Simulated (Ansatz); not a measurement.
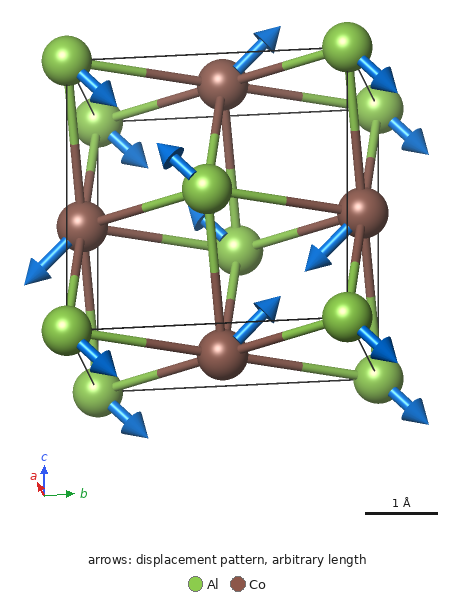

One vibrational mode of crystalline AlCo at the zone centre of a doubled cell. The blue arrows are the displacements of the atoms (eigenvector over the root of the mass), of arbitrary overall length and sign. A ball-and-stick model of the cell of the calculation, seen from a free direction.

The calculation used Ansatz 0.2.0, DFT PBEsol, scalar-relativistic, plane waves, PAW.

Input
```yaml
crystal:
  lattice:
    - [-2.822585536, 0.0, 0.0]
    - [0.0, 2.822585536, 2.822585536]
    - [0.0, 2.822585536, -2.822585536]
  atoms:
    - { symbol: Al, position: [0.0, 0.0, 0.0] }
    - { symbol: Al, position: [0.0, 0.5, 0.5] }
    - { symbol: Co, position: [0.5, 0.5, 0.0] }
    - { symbol: Co, position: [0.5, 0.0, 0.5] }
basis:
  ecutwfc: 420
kpoints:
  mp_grid: { grid: [22, 16, 16] }
hamiltonian:
  xc: pbesol
scf:
  occupations: { method: gaussian, width: 0.15 }
output:
  eigenvalues: true
phonons:
  method: fd
  supercell: [1, 1, 1]
  amplitude: 0.02
  eigenvectors: true
  dielectric: false
```

Launched with:
```bash
ansatz run input.yaml --threads 2 --pin off --max-ram 5120MiB --backend cpu --events-out ev --progress --plain --runs-dir out
```

### Give the character and frequency of this mode.

This is a doubly degenerate mode (one member of the set is drawn) at 192 cm⁻¹, the lowest level (the three translations aside). Atoms of one kind move against one another, with no net shift of any sublattice; the kinetic energy is shared as Co 76 %, Al 24 %. It changes sign from one half of the doubled cell to the other: it belongs to the zone boundary, q = (0, 1/2, 1/2) in the reciprocal vectors of the undoubled cell.

Limits of the set-up: an element that often carries a moment was run without spin polarisation.
